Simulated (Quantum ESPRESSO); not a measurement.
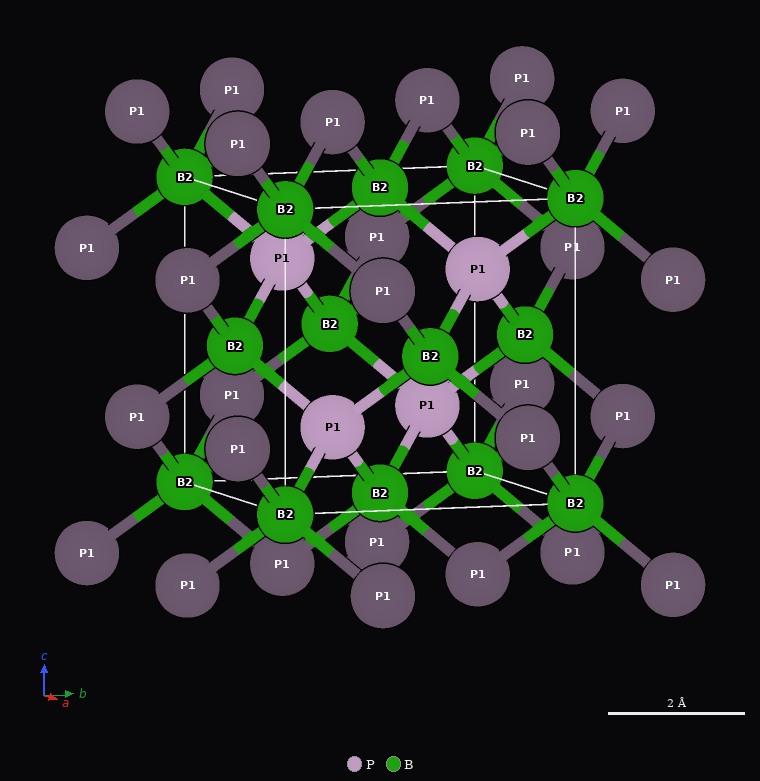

Figure 1. The structure (ball-and-stick view of the cell 4 times as large as that of the calculation, set on its symmetry axes, seen slightly off an axis; neighbours outside the cell are drawn fainter; atoms are numbered from 1 in the order of the input). An atom can appear more than once, as a periodic image. Near neighbours in the periodic cell (some may lie outside the picture): P has 4 B at 1.97 Å; B has 4 P at 1.97 Å.

Relaxation of cell and atoms, with input and output: BP

BP (F-43m, 2 atoms in the cell), computed with Kohn-Sham DFT of a periodic cell, revPBE, PseudoDojo 0.4.1 SR PBE standard, no spin polarisation (Quantum ESPRESSO 7.5).

The structure derives from an entry of the Crystallography Open Database.

The input:
```python
import numpy as np
from ase.calculators.espresso import Espresso, EspressoProfile
import spglib
from ase import Atoms
from ase.io import read

atoms = read('BP.cif')
cell, pos, num = spglib.standardize_cell((atoms.cell[:], atoms.get_scaled_positions(), atoms.numbers), to_primitive=True, symprec=1e-4)
atoms = Atoms(numbers=num, cell=cell, scaled_positions=pos, pbc=True)

input_data = {
    'control': {'calculation': 'scf', 'prefix': 'pwscf', 'outdir': './tmp', 'tprnfor': True, 'tstress': True, 'disk_io': 'low'},
    'system': {'ecutwfc': 76.0, 'nbnd': 9, 'input_dft': 'revpbe', 'occupations': 'smearing', 'smearing': 'fd', 'degauss': 0.00367493},
    'electrons': {'conv_thr': 4e-10, 'electron_maxstep': 120, 'mixing_beta': 0.5},
}
pseudopotentials = {'B': 'B.upf', 'P': 'P.upf'}
profile = EspressoProfile(command='pw.x', pseudo_dir='pseudo')
dft = Espresso(profile=profile, input_data=input_data, pseudopotentials=pseudopotentials, kpts=(10, 10, 10), koffset=(0, 0, 0))
atoms.calc = dft

from ase.optimize import BFGS
from ase.filters import FrechetCellFilter
done = BFGS(FrechetCellFilter(atoms), trajectory='opt.traj').run(fmax=0.02, steps=30)
print('converged', done)
print('cell (A)', np.round(atoms.cell.cellpar(), 5))
print(f'energy {atoms.get_potential_energy():.8f} eV')
print('forces (eV/A)')
print(np.round(atoms.get_forces(), 6))
print('stress (eV/A^3, Voigt)')
print(np.round(atoms.get_stress(), 8))
print(f'Fermi level {dft.get_fermi_level():.4f} eV')
```

File BP.cif:
```
data_BP
_cell_length_a 4.53800000
_cell_length_b 4.53800000
_cell_length_c 4.53800000
_cell_angle_alpha 90.00000000
_cell_angle_beta 90.00000000
_cell_angle_gamma 90.00000000
_space_group_name_H-M_alt 'F-43m'
_space_group_name_Hall 'F -4 2 3'
_space_group_IT_number 216
loop_
_space_group_symop_operation_xyz
'x,y,z'
'y,-x,-z'
'-x,-y,z'
'-y,x,-z'
'x,-y,-z'
'y,x,z'
'-x,y,-z'
'-y,-x,z'
'z,x,y'
'-z,y,-x'
'z,-x,-y'
'-z,-y,x'
'-z,x,-y'
'z,y,x'
'-z,-x,y'
'z,-y,-x'
'y,z,x'
'-x,-z,y'
'-y,z,-x'
'x,-z,-y'
'-y,-z,x'
'x,z,y'
'y,-z,-x'
'-x,z,-y'
'x,y+1/2,z+1/2'
'y,-x+1/2,-z+1/2'
'-x,-y+1/2,z+1/2'
'-y,x+1/2,-z+1/2'
'x,-y+1/2,-z+1/2'
'y,x+1/2,z+1/2'
'-x,y+1/2,-z+1/2'
'-y,-x+1/2,z+1/2'
'z,x+1/2,y+1/2'
'-z,y+1/2,-x+1/2'
'z,-x+1/2,-y+1/2'
'-z,-y+1/2,x+1/2'
'-z,x+1/2,-y+1/2'
'z,y+1/2,x+1/2'
'-z,-x+1/2,y+1/2'
'z,-y+1/2,-x+1/2'
'y,z+1/2,x+1/2'
'-x,-z+1/2,y+1/2'
'-y,z+1/2,-x+1/2'
'x,-z+1/2,-y+1/2'
'-y,-z+1/2,x+1/2'
'x,z+1/2,y+1/2'
'y,-z+1/2,-x+1/2'
'-x,z+1/2,-y+1/2'
'x+1/2,y,z+1/2'
'y+1/2,-x,-z+1/2'
'-x+1/2,-y,z+1/2'
'-y+1/2,x,-z+1/2'
'x+1/2,-y,-z+1/2'
'y+1/2,x,z+1/2'
'-x+1/2,y,-z+1/2'
'-y+1/2,-x,z+1/2'
'z+1/2,x,y+1/2'
'-z+1/2,y,-x+1/2'
'z+1/2,-x,-y+1/2'
'-z+1/2,-y,x+1/2'
'-z+1/2,x,-y+1/2'
'z+1/2,y,x+1/2'
'-z+1/2,-x,y+1/2'
'z+1/2,-y,-x+1/2'
'y+1/2,z,x+1/2'
'-x+1/2,-z,y+1/2'
'-y+1/2,z,-x+1/2'
'x+1/2,-z,-y+1/2'
'-y+1/2,-z,x+1/2'
'x+1/2,z,y+1/2'
'y+1/2,-z,-x+1/2'
'-x+1/2,z,-y+1/2'
'x+1/2,y+1/2,z'
'y+1/2,-x+1/2,-z'
'-x+1/2,-y+1/2,z'
'-y+1/2,x+1/2,-z'
'x+1/2,-y+1/2,-z'
'y+1/2,x+1/2,z'
'-x+1/2,y+1/2,-z'
'-y+1/2,-x+1/2,z'
'z+1/2,x+1/2,y'
'-z+1/2,y+1/2,-x'
'z+1/2,-x+1/2,-y'
'-z+1/2,-y+1/2,x'
'-z+1/2,x+1/2,-y'
'z+1/2,y+1/2,x'
'-z+1/2,-x+1/2,y'
'z+1/2,-y+1/2,-x'
'y+1/2,z+1/2,x'
'-x+1/2,-z+1/2,y'
'-y+1/2,z+1/2,-x'
'x+1/2,-z+1/2,-y'
'-y+1/2,-z+1/2,x'
'x+1/2,z+1/2,y'
'y+1/2,-z+1/2,-x'
'-x+1/2,z+1/2,-y'
loop_
_atom_site_label
_atom_site_type_symbol
_atom_site_symmetry_multiplicity
_atom_site_Wyckoff_symbol
_atom_site_fract_x
_atom_site_fract_y
_atom_site_fract_z
_atom_site_occupancy
P1 P 4 c 0.2500000000 0.2500000000 0.2500000000 1
B1 B 4 a 0.0000000000 0.0000000000 0.0000000000 1
```

Run as:
```bash
OMP_NUM_THREADS=1 python run.py
```

The program's output:
```
Step          Energy          fmax
BFGS:    0     -269.378625        0.120834
BFGS:    1     -269.379180        0.090060
BFGS:    2     -269.379896        0.000856
converged True
cell (A) [ 3.21974  3.21974  3.21974 60.      60.      60.     ]
energy -269.37989595 eV
forces (eV/A)
[[ 0. -0. -0.]
 [-0.  0.  0.]]
stress (eV/A^3, Voigt)
[-7.253e-05 -7.253e-05 -7.253e-05 -0.000e+00  0.000e+00  0.000e+00]
Fermi level 9.7463 eV
```

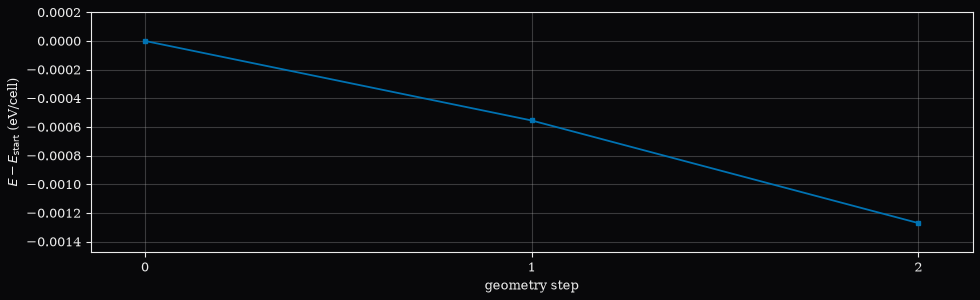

Figure 2. Progress of the relaxation, step by step (steps are counted from 0). The atoms keep their places relative to the cell (all moves are under 0.005 Å). Cell: a = b = c 4.538 → 4.553 Å (+0.3 %). Volume +1.0 %. Among the contacts that change: P1–B2 1.965 → 1.972 Å. The space group stays F-43m (No. 216). After 2 geometry steps the energy has fallen by 1.3 meV per cell of the calculation. All forces vanish by symmetry, so only the cell relaxes. (Atoms are counted from 1 in the order of the input.)

Summary:

```csv
quantity,value
outcome,converged
space group (tolerance 0.01 Å),F-43m (216)
electrons treated,8
free energy,−269.3799 eV
Fermi energy,9.746 eV
gap on the k-point mesh,1.31 eV
pressure,0.01 GPa
final volume,23.60 Å³
largest force (length of the vector) at the end,under 0.001 eV/Å
final cell,"a = 3.220 Å, b = 3.220 Å, c = 3.220 Å, α = 60.00°, β = 60.00°, γ = 60.00°"
hardware,"1 thread of Arm Neoverse V1, 24 GiB of memory available, shared host"
wall time,41 s
peak memory,0.08 GiB
```

Remarks:

Further notes kept with the run: potentials made for another functional. Points of doubt noted for this run: potentials made for another functional.
